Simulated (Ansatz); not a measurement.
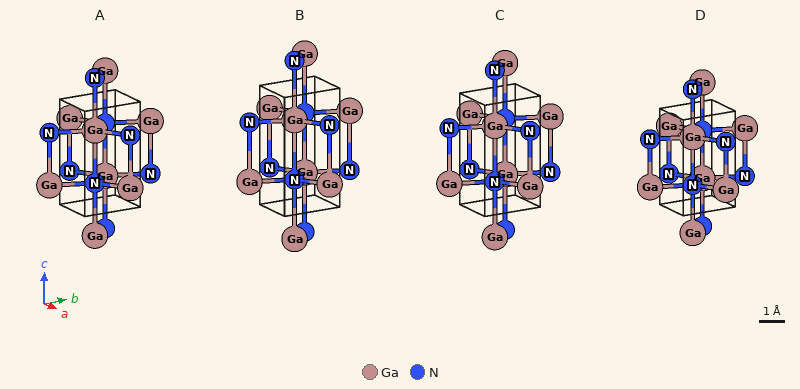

4 geometries from one relaxation of crystalline GaN (built on the h-MgO (five-fold) type), in shuffled order. A ball-and-stick model of the cell of the calculation, seen slightly off an axis.

Level of theory: Ansatz 0.2.0, DFT, PBE, plane waves, PAW. (plane-wave cutoff 420 eV; k-point mesh 12 × 12 × 6; occupations fermi dirac; smearing width 0.02 eV; no spin polarisation; cell and atoms relaxed; force threshold 0.005 eV/Å)

> Order the frames from highest to lowest energy.

D, A, C, B. They are steps 0, 2, 5, 15, at +2.925 eV per cell of the calculation, +0.367 eV per cell of the calculation, +0.237 eV per cell of the calculation relative to the last. The atoms keep their places relative to the cell (all moves are under 0.005 Å). Cell: a = b 3.148 → 3.325 Å (+5.6 %), c 3.935 → 4.881 Å (+24.0 %). Volume +38.4 %. Near-neighbour distances that change, for instance: Ga–N 1.968 → 2.440 Å, Ga–N 1.818 → 1.920 Å. The space group stays P6_3/mmc (No. 194). After 12 accepted moves (15 points after the start) the energy has fallen by 2.925 eV per cell of the calculation. All forces vanish by symmetry, so only the cell relaxes. The pressure goes from 98.45 to 0.01 GPa. At 3 points the geometry stayed and the basis and grid were re-selected for the new cell (energy shift of 0.181 eV per cell of the calculation at most each time). Cost: 50 s on 2 threads of Arm Neoverse N1, with other jobs on the host, peak memory 0.38 GiB.
